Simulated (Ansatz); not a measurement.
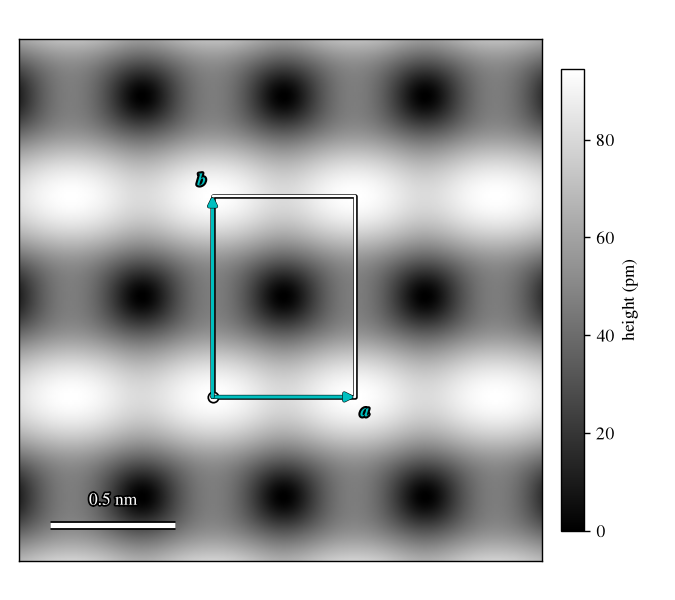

Constant-current image at a set point of 3.3 × 10⁻⁶ e/Å³ of Mo(110) (Fm-3m bulk, 6 atomic planes (those closer than 0.6 Å count as one), 7 Å) with one Mo vacancy in a 2 × 2 cell, sample bias −0.25 V. The white outline is the surface cell of the coordinates below, with its origin (dot) on a lattice point and its vectors a and b marked.

Model: Tersoff–Hamann, s-wave tip, no tip–sample forces. Bias windows are sharp sums over the levels of the k mesh.

Method: DFT PBEsol, scalar-relativistic, plane waves, PAW in Ansatz 0.2.0. Cutoff 420 eV, 11 × 8 k-points, Gaussian smearing 0.1 eV, dipole correction. The slab is a cut without reconstruction beyond its cell, at the source's lattice constants, with its lower half held fixed and the rest relaxed. The defects repeat every 5.7 Å and interact, so states at the Fermi level and the work function belong to this dense array. This isn't the element's usual bcc form. No spin polarisation. The run warns that the functional's potential is rough in the thin density of the vacuum, where the tip is; weak contrasts and barriers may feel it. On this mesh the free atoms still feel up to 0.14 eV/Å.

```
CELL_PARAMETERS angstrom
5.69928 0.00000 0.00000
0.00000 8.06000 0.00000
0.00000 0.00000 27.12410
ATOMIC_POSITIONS crystal
Mo 0.25000 0.25000 0.36868
Mo 0.25000 0.75000 0.36868
Mo 0.75000 0.25000 0.36868
Mo 0.75000 0.75000 0.36868
Mo 0.00000 0.00000 0.42121
Mo 0.00000 0.50000 0.42121
Mo 0.50000 0.00000 0.42121
Mo 0.50000 0.50000 0.42121
Mo 0.25000 0.25000 0.47374
Mo 0.25000 0.75000 0.47374
Mo 0.75000 0.25000 0.47374
Mo 0.75000 0.75000 0.47374
Mo 0.00000 0.00000 0.51363
Mo 0.00000 0.50000 0.51442
Mo 0.50000 0.00000 0.52466
Mo 0.50000 0.50000 0.54078
Mo 0.24997 0.25096 0.57325
Mo 0.24997 0.74904 0.57325
Mo 0.75003 0.25096 0.57325
Mo 0.75003 0.74904 0.57325
Mo 0.00000 0.00000 0.60349
Mo 0.00000 0.50000 0.60329
Mo 0.50000 0.00000 0.61208
```

The last single point, restarted from the relaxation's density, took 16 min on 4 threads of Arm Neoverse V2, with other jobs on the host, peak memory 7.5 GiB.

### Assign the bright and dark features to the surface structure.

The brightest spots lie over the top Mo atoms away from the vacancy; the darkest points are over the sites above the Mo atoms 1.9 Å below the top plane. The corrugation is 94 pm at a mean tip height of 4.4 Å.
